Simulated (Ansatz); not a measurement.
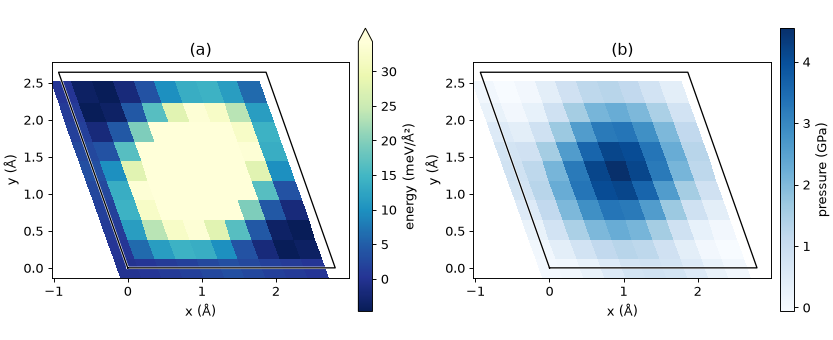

Al (Im-3m, No. 229; 4 atoms in the cell). Gamma surface: rigid slide across a plane, one fault a cell; the plane is (0 1 1) of the conventional cell. Places are given modulo a cell vector. The map is drawn in real space over the plane of the slide. Nothing is relaxed (rigid halves, spacing across the cut fixed). Grid: 10 × 10 points; 31 points were computed and 69 follow by symmetry. All energies are given in meV/Å² relative to the perfect crystal. Computed with DFT PBE, scalar-relativistic, plane waves, PAW in Ansatz 0.2.0. Settings: cutoff 420 eV, k-mesh 16×16×5 in the order of the run's cell vectors, gaussian smearing 0.15 eV, no spin polarisation.

Panel (a) is the energy and panel (b) the computed pressure on the same grid.

Drawn: one coloured cell a grid point, the outline of one cell of the plane, one colour for all values above the top of the scale.

> How does the pressure vary over the map, and what is it at the lowest grid point?

It runs from −0.07 GPa at (1/10, 9/10) of the cell vectors to 4.54 GPa at (5/10, 5/10) of the cell vectors. At the lowest grid point, (1/10, 8/10) of the cell vectors, it is 0.07 GPa.

```csv
"slide along a2 ↓, slide along a1 →",0/10,1/10,2/10,3/10,4/10,5/10,6/10,7/10,8/10,9/10
9/10,0.08,−0.07,0.07,0.42,0.86,1.20,1.30,1.15,0.81,0.42
8/10,0.27,0.07,0.30,0.88,1.57,2.11,2.28,2.03,1.48,0.81
7/10,0.55,0.42,0.88,1.69,2.61,3.23,3.32,2.85,2.03,1.15
6/10,0.77,0.86,1.57,2.61,3.60,4.16,4.04,3.32,2.28,1.30
5/10,0.84,1.20,2.11,3.23,4.16,4.54,4.16,3.23,2.11,1.20
4/10,0.77,1.30,2.28,3.32,4.04,4.16,3.60,2.61,1.57,0.86
3/10,0.55,1.15,2.03,2.85,3.32,3.23,2.61,1.69,0.88,0.42
2/10,0.27,0.81,1.48,2.03,2.28,2.11,1.57,0.88,0.30,0.07
1/10,0.08,0.42,0.81,1.15,1.30,1.20,0.86,0.42,0.07,−0.07
0/10,0.03,0.08,0.27,0.55,0.77,0.84,0.77,0.55,0.27,0.08
```

PAW datasets: the set soft_1.
